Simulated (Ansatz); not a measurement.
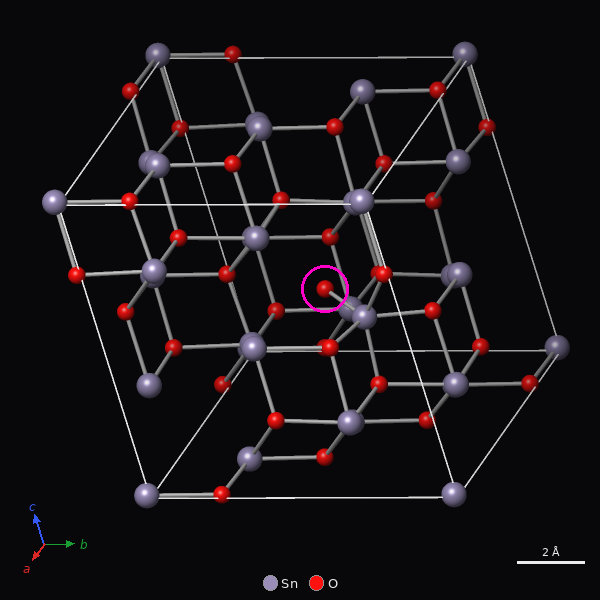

Ball-and-stick drawing of the structure, looking from a general direction. The lines enclose the supercell; boundary atoms appear with their images. The host is SnO, in a cell of 32 sites, and the cell carries a charge of -2. A ring marks the defect's site.

Question: How does this supercell depart from the perfect host?

Answer: An interstitial oxygen atom. It is bonded to one Sn at about 2.0 Å.

The atoms were relaxed in the host's cell with Ansatz, DFT PBE, scalar-relativistic, plane waves, PAW.
